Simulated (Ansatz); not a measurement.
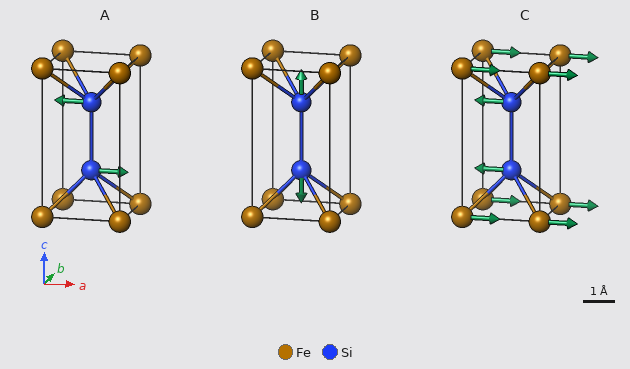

Modes of solid FeSi₂, space group P4/mmm (No. 123), at the zone centre (one member of each degenerate set). The green arrows give the relative displacements of the atoms. The picture is a ball-and-stick view of the cell of the calculation, seen slightly off an axis.

Theory: Ansatz 0.2.0, DFT LDA, scalar-relativistic, plane waves, PAW.

The frequencies depend somewhat on the k-mesh and the smearing.

> Give the symmetry species and the selection rules of each.

A is E_g, Raman-active by symmetry (233 cm⁻¹). B is A₁g, Raman-active by symmetry (560 cm⁻¹). C is E_u, infrared-active by symmetry (296 cm⁻¹). The crystal has a centre of inversion, so no mode is both. In a metal the free carriers screen the infrared response.

Limits of the set-up: an element that often carries a moment was run without spin polarisation.
